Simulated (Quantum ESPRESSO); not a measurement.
# 2H-WSe2, 2 layers, AA' stacking: a series in the field along the normal, part 3 of 4

Aim: how the results for 2H-WSe2, 2 layers, AA' stacking change with the field along the normal.

Quantum ESPRESSO 7.5; plane-wave DFT, PBE, GBRV ultrasoft pseudopotentials.

So far. Step 2 (Variable-cell relaxation of the reference):  The last row is no step: it is a fresh SCF in the final cell with a new plane-wave basis, +2 meV from the row before.

## (5) Band structure, 0 V/Å

Bands along a path place the edges.

m0.bands.in reads:

```
&control
  prefix = 'm0.bands'
  outdir = './out'
  pseudo_dir = './pseudo'
  calculation = 'bands'
  tefield = .true.
  dipfield = .true.
/
&system
  ibrav = 0
  nat = 6
  ntyp = 2
  ecutwfc = 40
  ecutrho = 200
  occupations = 'smearing'
  smearing = 'fd'
  degauss = 0.002
  edir = 3
  emaxpos = 0.97
  eopreg = 0.04
  eamp = 0.0
  nbnd = 32
/
&electrons
  conv_thr = 1e-07
  mixing_beta = 0.4
  electron_maxstep = 120
  mixing_mode = 'local-TF'
/
ATOMIC_SPECIES
  Se  78.9710  se_pbe_v1.uspp.F.UPF
  W   183.8400  w_pbe_v1.2.uspp.F.UPF
CELL_PARAMETERS angstrom
  3.28474728900000 0.00000000000000 0.00000000000000
  -1.64237364400000 2.84467459700000 0.00000000000000
  0.00000000000000 0.00000000000000 27.68069586800000
ATOMIC_POSITIONS crystal
  Se  0.333333333300 0.666666666700 0.322526183100
  W   0.000000000000 0.000000000000 0.383426254700
  Se  0.333333333300 0.666666666700 0.444315438000
  Se  0.000000000000 0.000000000000 0.555684562000
  W   0.333333333300 0.666666666700 0.616573745300
  Se  0.000000000000 0.000000000000 0.677473816900
K_POINTS crystal_b
4
  0.0000000000 0.0000000000 0.0000000000 10
  0.5000000000 0.0000000000 0.0000000000 10
  0.3333333333 0.3333333333 0.0000000000 10
  0.0000000000 0.0000000000 0.0000000000 1
```

The run is started by

```sh
$ cp -r out/m0.scf.save out/m0.bands.save
$ cp out/m0.scf.xml out/m0.bands.xml
$ OMP_NUM_THREADS=1 mpirun -n 4 pw.x -nk 4 -in m0.bands.in > m0.bands.out
```

The program printed:

```text
[banner, memory and clock lines left out]
Program PWSCF v.7.5 starts

          URL

     Presently no symmetry can be used with electric field

     Atomic positions and unit cell read from directory:
     ./out/m0.bands.save/

     G-vector sticks info

     bravais-lattice index     =            0
     lattice parameter (alat)  =       6.2073  a.u.
     unit-cell volume          =    1745.4530 (a.u.)^3
     number of atoms/cell      =            6
     number of atomic types    =            2
     number of electrons       =        52.00
     number of Kohn-Sham states=           32
     kinetic-energy cutoff     =      40.0000  Ry
     charge density cutoff     =     200.0000  Ry
     Exchange-correlation= SLA  PW   PBE  PBE
                           (   1   4   3   4   0   0   0)

     celldm(1)=   6.207273  celldm(2)=   0.000000  celldm(3)=   0.000000
     celldm(4)=   0.000000  celldm(5)=   0.000000  celldm(6)=   0.000000

     crystal axes: (cart. coord. in units of alat)
               a(1) = (   1.000000   0.000000   0.000000 )
               a(2) = (  -0.500000   0.866025   0.000000 )
               a(3) = (   0.000000   0.000000   8.427040 )

     reciprocal axes: (cart. coord. in units 2 pi/alat)
               b(1) = (  1.000000  0.577350 -0.000000 )
               b(2) = (  0.000000  1.154701  0.000000 )
               b(3) = (  0.000000 -0.000000  0.118666 )

     PseudoPot. # 1 for Se read from file:
     ./pseudo/se_pbe_v1.uspp.F.UPF
     Pseudo is Ultrasoft + core correction, Zval =  6.0
     Generated by new atomic code, or converted to UPF format
     Using radial grid of  877 points,  6 beta functions with:
                l(1) =   0
                l(2) =   0
                l(3) =   1
                l(4) =   1
                l(5) =   2
                l(6) =   2
     Q(r) pseudized with  8 coefficients,  rinner =    1.300   1.300   1.300
                                                       1.300   1.300

     PseudoPot. # 2 for W  read from file:
     ./pseudo/w_pbe_v1.2.uspp.F.UPF
     Pseudo is Ultrasoft + core correction, Zval = 14.0
     Generated by new atomic code, or converted to UPF format
     Using radial grid of  923 points,  8 beta functions with:
                l(1) =   0
                l(2) =   0
                l(3) =   0
                l(4) =   1
                l(5) =   1
                l(6) =   2
                l(7) =   2
                l(8) =   3
     Q(r) pseudized with  6 coefficients,  rinner =    1.350   1.350   1.350
                                                       1.350   1.350   1.350
                                                       1.350

     atomic species   valence    mass     pseudopotential
     Se                6.00    78.97100     Se( 1.00)
     W                14.00   183.84000     W ( 1.00)

     No symmetry found

   Cartesian axes

     site n.     atom                  positions (alat units)
         1        Se     tau(   1) = (   0.0000000   0.5773503   2.7179410  )
         2        W      tau(   2) = (   0.0000000   0.0000000   3.2311483  )
         3        Se     tau(   3) = (   0.0000000   0.5773503   3.7442638  )
         4        Se     tau(   4) = (   0.0000000   0.0000000   4.6827759  )
         5        W      tau(   5) = (   0.0000000   0.5773503   5.1958914  )
         6        Se     tau(   6) = (   0.0000000   0.0000000   5.7090988  )

     number of k points=    31  Fermi-Dirac smearing, width (Ry)=  0.0020
                       cart. coord. in units 2pi/alat
        k(    1) = (   0.0000000   0.0000000   0.0000000), wk =   0.0645161
        k(    2) = (   0.0500000   0.0288675   0.0000000), wk =   0.0645161
        k(    3) = (   0.1000000   0.0577350   0.0000000), wk =   0.0645161
        k(    4) = (   0.1500000   0.0866025   0.0000000), wk =   0.0645161
        k(    5) = (   0.2000000   0.1154701   0.0000000), wk =   0.0645161
        k(    6) = (   0.2500000   0.1443376   0.0000000), wk =   0.0645161
        k(    7) = (   0.3000000   0.1732051   0.0000000), wk =   0.0645161
        k(    8) = (   0.3500000   0.2020726   0.0000000), wk =   0.0645161
        k(    9) = (   0.4000000   0.2309401   0.0000000), wk =   0.0645161
        k(   10) = (   0.4500000   0.2598076   0.0000000), wk =   0.0645161
        k(   11) = (   0.5000000   0.2886751   0.0000000), wk =   0.0645161
        k(   12) = (   0.4833333   0.3175426   0.0000000), wk =   0.0645161
        k(   13) = (   0.4666667   0.3464102   0.0000000), wk =   0.0645161
        k(   14) = (   0.4500000   0.3752777   0.0000000), wk =   0.0645161
        k(   15) = (   0.4333333   0.4041452   0.0000000), wk =   0.0645161
        k(   16) = (   0.4166667   0.4330127   0.0000000), wk =   0.0645161
        k(   17) = (   0.4000000   0.4618802   0.0000000), wk =   0.0645161
        k(   18) = (   0.3833333   0.4907477   0.0000000), wk =   0.0645161
        k(   19) = (   0.3666667   0.5196152   0.0000000), wk =   0.0645161
        k(   20) = (   0.3500000   0.5484828   0.0000000), wk =   0.0645161
        k(   21) = (   0.3333333   0.5773503   0.0000000), wk =   0.0645161
        k(   22) = (   0.3000000   0.5196152   0.0000000), wk =   0.0645161
        k(   23) = (   0.2666667   0.4618802   0.0000000), wk =   0.0645161
        k(   24) = (   0.2333333   0.4041452   0.0000000), wk =   0.0645161
        k(   25) = (   0.2000000   0.3464102   0.0000000), wk =   0.0645161
        k(   26) = (   0.1666667   0.2886751   0.0000000), wk =   0.0645161
        k(   27) = (   0.1333333   0.2309401   0.0000000), wk =   0.0645161
        k(   28) = (   0.1000000   0.1732051   0.0000000), wk =   0.0645161
        k(   29) = (   0.0666667   0.1154701   0.0000000), wk =   0.0645161
        k(   30) = (   0.0333333   0.0577350   0.0000000), wk =   0.0645161
        k(   31) = (   0.0000000   0.0000000   0.0000000), wk =   0.0645161

     Dense  grid:    82987 G-vectors     FFT dimensions: (  27,  27, 240)

     Smooth grid:    59767 G-vectors     FFT dimensions: (  25,  25, 216)

     The potential is recalculated from file :
     ./out/m0.bands.save/charge-density

     negative rho (up, down):  1.407E-01 0.000E+00

     Adding external electric field

     Computed dipole along edir(3) :
        Dipole               -0.0000 Ry au,         -0.0000 Debye
        Dipole field         -0.0000 Ry au,

        Potential amp.        0.0000 Ry
        Total length         50.2166 bohr

     Starting wfcs are   42 randomized atomic wfcs

     Band Structure Calculation
     Davidson diagonalization with overlap
     c_bands:  1 eigenvalues not converged

     ethr =  1.92E-10,  avg # of iterations = 56.5

     End of band structure calculation

[...]
k = 0.4500 0.2598 0.0000 (  7454 PWs)   bands (ev):

   -71.6510 -71.6510 -35.9945 -35.9945 -35.8591 -35.8589 -35.8209 -35.8209
   -10.5357 -10.4521 -10.2655 -10.2025  -3.9945  -3.8301  -2.8267  -2.6922
    -2.0071  -1.6372  -0.5718  -0.5148   0.0798   0.2515   1.2373   1.3561
     1.4190   1.5533   4.8271   4.8579   4.9742   5.1801   5.8084   6.3994

          k = 0.5000 0.2887 0.0000 (  7464 PWs)   bands (ev):

   -71.6507 -71.6507 -36.0002 -36.0002 -35.8581 -35.8580 -35.8222 -35.8221
   -10.4605 -10.3869 -10.2284 -10.1783  -4.0940  -3.9293  -2.8942  -2.7720
    -1.9936  -1.6317  -0.6035  -0.5462   0.0838   0.2157   1.3161   1.3924
     1.4400   1.5801   4.8624   4.8840   5.0981   5.2938   5.8348   6.3810

          k = 0.4833 0.3175 0.0000 (  7476 PWs)   bands (ev):

   -71.6507 -71.6507 -35.9996 -35.9995 -35.8580 -35.8578 -35.8239 -35.8239
   -10.4542 -10.3811 -10.2243 -10.1748  -4.0776  -3.9134  -2.8917  -2.7755
    -1.9883  -1.6277  -0.6181  -0.5783   0.0839   0.2283   1.1147   1.2147
     1.5719   1.6956   4.8653   4.8683   5.1064   5.3063   5.8669   6.4012

          k = 0.4667 0.3464 0.0000 (  7470 PWs)   bands (ev):

   -71.6506 -71.6506 -35.9972 -35.9971 -35.8576 -35.8574 -35.8287 -35.8286
   -10.4356 -10.3641 -10.2125 -10.1645  -4.0284  -3.8662  -2.8852  -2.7866
    -1.9728  -1.6166  -0.6621  -0.6579   0.0824   0.2562   0.7966   0.9103
     1.6958   1.8248   4.8272   4.8656   5.1333   5.3369   5.9584   6.2839

          k = 0.4500 0.3753 0.0000 (  7478 PWs)   bands (ev):

   -71.6505 -71.6505 -35.9933 -35.9932 -35.8570 -35.8569 -35.8365 -35.8364
   -10.4059 -10.3369 -10.1936 -10.1481  -3.9477  -3.7891  -2.8772  -2.8067
    -1.9491  -1.6008  -0.7717  -0.7135   0.0744   0.2792   0.4252   0.5519
     1.7853   1.9243   4.7680   4.8402   5.1859   5.3745   5.9994   6.0889

          k = 0.4333 0.4041 0.0000 (  7468 PWs)   bands (ev):

   -71.6503 -71.6503 -35.9879 -35.9877 -35.8563 -35.8562 -35.8466 -35.8465
   -10.3667 -10.3016 -10.1690 -10.1271  -3.8370  -3.6842  -2.8716  -2.8371
    -1.9199  -1.5842  -0.8826  -0.7748  -0.0144   0.0981   0.1427   0.3048
     1.8585   2.0061   4.6918   4.7724   5.2635   5.4156   5.7177   6.1205

          k = 0.4167 0.4330 0.0000 (  7458 PWs)   bands (ev):

   -71.6501 -71.6501 -35.9812 -35.9810 -35.8588 -35.8585 -35.8554 -35.8554
   -10.3206 -10.2606 -10.1402 -10.1031  -3.6989  -3.5551  -2.8781  -2.8731
    -1.8885  -1.5724  -0.9772  -0.8410  -0.3935  -0.2542   0.0569   0.2878
     1.9309   2.0832   4.5952   4.6631   5.3076   5.4633   5.5244   5.9401

          k = 0.4000 0.4619 0.0000 (  7442 PWs)   bands (ev):

   -71.6499 -71.6499 -35.9732 -35.9731 -35.8720 -35.8720 -35.8547 -35.8545
   -10.2707 -10.2176 -10.1097 -10.0785  -3.5375  -3.4073  -2.9274  -2.8853
    -1.8582  -1.5753  -1.0511  -0.9657  -0.7044  -0.6352   0.0304   0.2545
     2.0126   2.1645   4.4773   4.5233   5.1697   5.5200   5.5721   5.7691

          k = 0.3833 0.4907 0.0000 (  7436 PWs)   bands (ev):

   -71.6497 -71.6497 -35.9644 -35.9644 -35.8861 -35.8860 -35.8538 -35.8537
   -10.2210 -10.1767 -10.0800 -10.0557  -3.3595  -3.2492  -2.9796  -2.9082
    -1.8348  -1.6240  -1.2184  -1.1519  -0.9160  -0.8128   0.0049   0.2029
     2.1056   2.2534   4.3445   4.3693   5.0124   5.5600   5.6688   5.6901

          k = 0.3667 0.5196 0.0000 (  7430 PWs)   bands (ev):

   -71.6496 -71.6496 -35.9550 -35.9550 -35.9001 -35.8998 -35.8531 -35.8530
   -10.1759 -10.1432 -10.0540 -10.0376  -3.1799  -3.0962  -3.0246  -2.9368
    -1.8373  -1.7874  -1.3817  -1.3513  -0.9835  -0.8519  -0.0120   0.1393
     2.2017   2.3441   4.2130   4.2229   4.8993   5.5103   5.7124   5.7976

          k = 0.3500 0.5485 0.0000 (  7432 PWs)   bands (ev):

   -71.6495 -71.6495 -35.9460 -35.9459 -35.9122 -35.9120 -35.8526 -35.8525
   -10.1408 -10.1228 -10.0349 -10.0266  -3.0813  -3.0000  -2.9780  -2.9614
    -1.9943  -1.8916  -1.4683  -1.4375  -0.9654  -0.8846  -0.0102   0.0733
     2.2802   2.4192   4.1100   4.1129   4.8349   5.4655   5.7918   5.8620

          k = 0.3333 0.5774 0.0000 (  7446 PWs)   bands (ev):

   -71.6494 -71.6494 -35.9413 -35.9413 -35.9181 -35.9179 -35.8525 -35.8525
   -10.1213 -10.1212 -10.0252 -10.0252  -3.0875  -2.9729  -2.9353  -2.9353
    -2.0864  -1.9342  -1.4702  -1.4702  -0.9246  -0.9246   0.0186   0.0187
     2.3120   2.4505   4.0700   4.0701   4.8150   5.4517   5.8559   5.8559

          k = 0.3000 0.5196 0.0000 (  7432 PWs)   bands (ev):

   -71.6496 -71.6496 -35.9518 -35.9518 -35.9022 -35.9020 -35.8532 -35.8532
   -10.1927 -10.1530 -10.0617 -10.0400  -3.1008  -3.0659  -3.0029  -2.9131
    -1.8081  -1.7819  -1.5412  -1.3303  -1.0265  -0.8483   0.0076   0.1617
     2.1870   2.3183   4.2003   4.2435   4.8735   5.4807   5.6270   5.8327

          k = 0.2667 0.4619 0.0000 (  7430 PWs)   bands (ev):

   -71.6502 -71.6502 -35.9584 -35.9583 -35.8781 -35.8780 -35.8560 -35.8559
   -10.3771 -10.3029 -10.1604 -10.1063  -3.2030  -3.1617  -2.7933  -2.7069
    -1.7334  -1.6459  -1.2862  -1.0696  -1.0347  -0.8033   0.1828   0.3828
     1.9454   2.0480   4.3088   4.5642   4.9858   5.3509   5.3969   5.6681

          k = 0.2333 0.4041 0.0000 (  7450 PWs)   bands (ev):

   -71.6513 -71.6513 -35.9525 -35.9523 -35.8608 -35.8606 -35.8542 -35.8542
   -10.6663 -10.5646 -10.3152 -10.2246  -3.1139  -3.0572  -2.4310  -2.3448
    -1.9347  -1.6969  -1.2481  -0.8823  -0.5997  -0.4932   0.4806   0.6266
     1.7605   1.8246   4.1001   4.6059   5.0589   5.1818   5.1907   5.6124

          k = 0.2000 0.3464 0.0000 (  7456 PWs)   bands (ev):

   -71.6528 -71.6528 -35.9332 -35.9332 -35.8673 -35.8670 -35.8320 -35.8320
   -11.0248 -10.9033 -10.5066 -10.3810  -2.8926  -2.7555  -2.2462  -1.9902
    -1.8798  -1.7549  -1.2062  -0.8037  -0.0499  -0.0281   0.8062   0.8463
     1.6561   1.6923   3.8551   4.3606   4.9784   5.0143   5.0839   5.5154

          k = 0.1667 0.2887 0.0000 (  7462 PWs)   bands (ev):

   -71.6546 -71.6546 -35.9029 -35.9028 -35.8749 -35.8748 -35.8126 -35.8125
   -11.4065 -11.2724 -10.7113 -10.5549  -2.9346  -2.4178  -2.1447  -2.1261
    -1.4519  -1.2164  -0.9270  -0.6103   0.3865   0.3915   1.0093   1.0934
     1.5782   1.6054   3.8195   4.2815   4.7886   4.8817   4.9440   5.3760

          k = 0.1333 0.2309 0.0000 (  7470 PWs)   bands (ev):

   -71.6566 -71.6566 -35.8834 -35.8833 -35.8660 -35.8660 -35.7963 -35.7961
   -11.7698 -11.6283 -10.9073 -10.7254  -3.2893  -2.7026  -1.6679  -1.6250
    -1.1730  -0.6810  -0.3468  -0.2129   0.5664   0.5769   1.1056   1.2979
     1.5908   1.6630   4.0053   4.4219   4.7566   4.7883   4.8945   5.2260

          k = 0.1000 0.1732 0.0000 (  7435 PWs)   bands (ev):

   -71.6584 -71.6584 -35.8909 -35.8909 -35.8282 -35.8281 -35.7833 -35.7832
   -12.0824 -11.9372 -11.0769 -10.8752  -3.6552  -3.0592  -1.0625  -1.0357
    -0.9265  -0.2537   0.2834   0.3482   0.4620   0.4750   1.1526   1.3938
     1.7122   1.9550   4.3356   4.6391   4.8058   4.9412   5.0474   5.1342

          k = 0.0667 0.1155 0.0000 (  7467 PWs)   bands (ev):

   -71.6599 -71.6598 -35.8974 -35.8974 -35.7962 -35.7960 -35.7742 -35.7741
   -12.3211 -12.1743 -11.2069 -10.9910  -3.9505  -3.3512  -0.6977  -0.4929
    -0.4748   0.1549   0.2741   0.2872   0.8044   0.8451   1.1841   1.3911
     1.7896   2.2618   4.7965   4.9303   4.9811   5.1359   5.1998   5.3205

          k = 0.0333 0.0577 0.0000 (  7477 PWs)   bands (ev):

   -71.6608 -71.6608 -35.9015 -35.9014 -35.7746 -35.7744 -35.7687 -35.7686
   -12.4704 -12.3230 -11.2883 -11.0639  -4.1398  -3.5398  -0.5291  -0.0704
    -0.0584   0.1378   0.1484   0.5333   1.1123   1.1450   1.2197   1.3007
     1.8021   2.4464   5.2434   5.2451   5.2984   5.3060   5.3808   5.4714

          k = 0.0000 0.0000 0.0000 (  7485 PWs)   bands (ev):

   -71.6612 -71.6612 -35.9028 -35.9027 -35.7671 -35.7671 -35.7668 -35.7668
   -12.5212 -12.3737 -11.3160 -11.0888  -4.2048  -3.6049  -0.4671   0.0888
     0.0888   0.0988   0.0988   0.7335   1.2084   1.2084   1.2395   1.2395
     1.7978   2.5005   5.3432   5.3432   5.3881   5.3881   5.4844   5.4844

     XML data file, pseudopotentials, collected wavefunctions

                                        0.00s GPU  (     530 calls)
```

Wall time 49 s (4 MPI ranks of Arm Neoverse V1, shared host); peak memory 0.43 GiB.

This step gave:

| Property | Result |
| --- | --- |
| valence top, on the run's zero | 2.500 eV |
| conduction bottom, on the run's zero | 3.819 eV |

Band numbers count within the set of bands kept for display. The electronic bands at the labelled points (eV, zero at the highest filled level of the SCF mesh; v1 is the highest filled band, c1 the lowest empty one):

| point | v4 | v3 | v2 | v1 | c1 | c2 | c3 | c4 |
| --- | --- | --- | --- | --- | --- | --- | --- | --- |
| Γ | -1.26 | -1.26 | -0.70 | 0.00 | 2.84 | 2.84 | 2.89 | 2.89 |
| M | -1.18 | -1.11 | -1.06 | -0.92 | 2.36 | 2.38 | 2.60 | 2.79 |
| K | -2.48 | -2.48 | -0.19 | -0.05 | 1.57 | 1.57 | 2.31 | 2.95 |
| Γ | -1.26 | -1.26 | -0.70 | 0.00 | 2.84 | 2.84 | 2.89 | 2.89 |

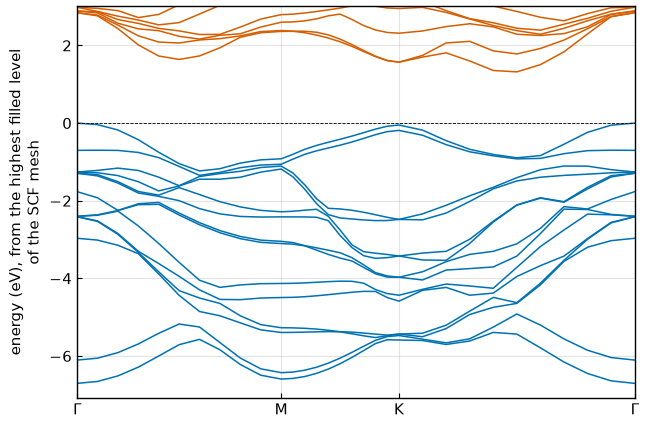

Electronic bands along the path; lines of filled and empty bands in two colours.

Along this path the valence top lies at Γ and the conduction bottom between K and Γ. The valence levels at Γ and K lie only 0.05 eV apart, so strain, functional or spin-orbit coupling can change their order; in real monolayers of this family spin-orbit coupling lifts K.

## (6) SCF with pw.x, 0.05 V/Å

m1.scf.in reads:

```
&control
  prefix = 'm1.scf'
  outdir = './out'
  pseudo_dir = './pseudo'
  calculation = 'scf'
  tprnfor = .true.
  tefield = .true.
  dipfield = .true.
/
&system
  ibrav = 0
  nat = 6
  ntyp = 2
  ecutwfc = 40
  ecutrho = 200
  occupations = 'smearing'
  smearing = 'fd'
  degauss = 0.002
  edir = 3
  emaxpos = 0.97
  eopreg = 0.04
  eamp = 0.00097235
  nbnd = 32
/
&electrons
  conv_thr = 1e-09
  mixing_beta = 0.4
  electron_maxstep = 120
  mixing_mode = 'plain'
  startingpot = 'file'
/
ATOMIC_SPECIES
  Se  78.9710  se_pbe_v1.uspp.F.UPF
  W   183.8400  w_pbe_v1.2.uspp.F.UPF
CELL_PARAMETERS angstrom
  3.28474728900000 0.00000000000000 0.00000000000000
  -1.64237364400000 2.84467459700000 0.00000000000000
  0.00000000000000 0.00000000000000 27.68069586800000
ATOMIC_POSITIONS crystal
  Se  0.333333333300 0.666666666700 0.322526183100
  W   0.000000000000 0.000000000000 0.383426254700
  Se  0.333333333300 0.666666666700 0.444315438000
  Se  0.000000000000 0.000000000000 0.555684562000
  W   0.333333333300 0.666666666700 0.616573745300
  Se  0.000000000000 0.000000000000 0.677473816900
K_POINTS automatic
  12 12 1 0 0 0
```

The run is started by

```sh
$ cp -r out/m0.scf.save out/m1.scf.save
$ OMP_NUM_THREADS=1 mpirun -n 4 pw.x -nk 4 -in m1.scf.in > m1.scf.out
```

The program printed:

```text
[banner, memory and clock lines left out]
Program PWSCF v.7.5 starts
[...]
number of electrons       =        52.00
     number of Kohn-Sham states=           32
     kinetic-energy cutoff     =      40.0000  Ry
     charge density cutoff     =     200.0000  Ry
[...]
number of k points=    74  Fermi-Dirac smearing, width (Ry)=  0.0020
[...]
Dense  grid:    82987 G-vectors     FFT dimensions: (  27,  27, 240)
[...]
The initial density is read from file :
[...]
negative rho (up, down):  1.407E-01 0.000E+00
[...]
Starting wfcs are   42 randomized atomic wfcs
[...]
negative rho (up, down):  1.408E-01 0.000E+00
[...]
estimated scf accuracy    <       0.00604663 Ry
[...]
negative rho (up, down):  1.408E-01 0.000E+00
[...]
estimated scf accuracy    <       0.08707701 Ry
[...]
negative rho (up, down):  1.408E-01 0.000E+00
[...]
estimated scf accuracy    <       0.00003622 Ry
[...]
negative rho (up, down):  1.407E-01 0.000E+00
[...]
estimated scf accuracy    <       0.00001567 Ry
[...]
negative rho (up, down):  1.407E-01 0.000E+00
[...]
estimated scf accuracy    <       0.00000592 Ry
[...]
negative rho (up, down):  1.407E-01 0.000E+00
[...]
estimated scf accuracy    <       0.00000217 Ry
[...]
negative rho (up, down):  1.407E-01 0.000E+00
[...]
estimated scf accuracy    <       0.00000024 Ry
[...]
negative rho (up, down):  1.407E-01 0.000E+00
[...]
estimated scf accuracy    <       0.00000016 Ry
[...]
negative rho (up, down):  1.407E-01 0.000E+00
[...]
estimated scf accuracy    <       0.00000002 Ry
[...]
negative rho (up, down):  1.407E-01 0.000E+00
[...]
estimated scf accuracy    <          5.5E-09 Ry
[...]
negative rho (up, down):  1.407E-01 0.000E+00
[...]
estimated scf accuracy    <          2.2E-09 Ry
[...]
negative rho (up, down):  1.407E-01 0.000E+00
[...]
Computed dipole along edir(3) :
        Dipole                0.0548 Ry au,          0.1394 Debye
        Dipole field          0.0004 Ry au,
        E field amplitude [Ha a.u.]:  9.7235E-04
        Potential amp.        0.0580 Ry
        Total length         50.2166 bohr
[...]
the Fermi energy is     3.1306 ev
!    total energy              =    -492.92375491 Ry
     estimated scf accuracy    <          5.8E-11 Ry
     smearing contrib. (-TS)   =      -0.00000000 Ry
     internal energy E=F+TS    =    -492.92375491 Ry
[...]
one-electron contribution =   -2998.10396826 Ry
     hartree contribution      =    1504.44968733 Ry
     xc contribution           =    -201.48703168 Ry
     ewald contribution        =    1202.21764269 Ry
     electric field correction =      -0.00008500 Ry
     convergence has been achieved in  12 iterations
     negative rho (up, down):  1.407E-01 0.000E+00
[...]
Total force =     0.007839     Total SCF correction =     0.000042
[...]
```

It took 2.3 min on 4 MPI ranks; peak memory 1.1 GiB; 9.1 min of CPU time.

Read from the output:

| Property | Result |
| --- | --- |
| free energy | -6706.5693 eV |
| Fermi energy | 3.131 eV |
| dipole along the normal | 0.02902 e·Å |
| valence top, on the run's zero | 2.509 eV |
| conduction bottom, on the run's zero | 3.827 eV |
| gap by band count | 1.318 eV |

[end of part 3 of 4]

[Logs are printed without paths, hosts, clocks, repeated set-up lines and the standing remarks that a program may print on its own settings, such as how far it seeks lower states.]

[Hosts, paths, dates, database ids (printed as entryN), source tags and the programs' standing remarks are cut or masked in the printed files.]

[Maps of the electrostatic potential energy from Ansatz leave out the sawtooth potential of an applied field or a dipole correction, so their vacuum need not be flat; planar profiles and work functions include it.]
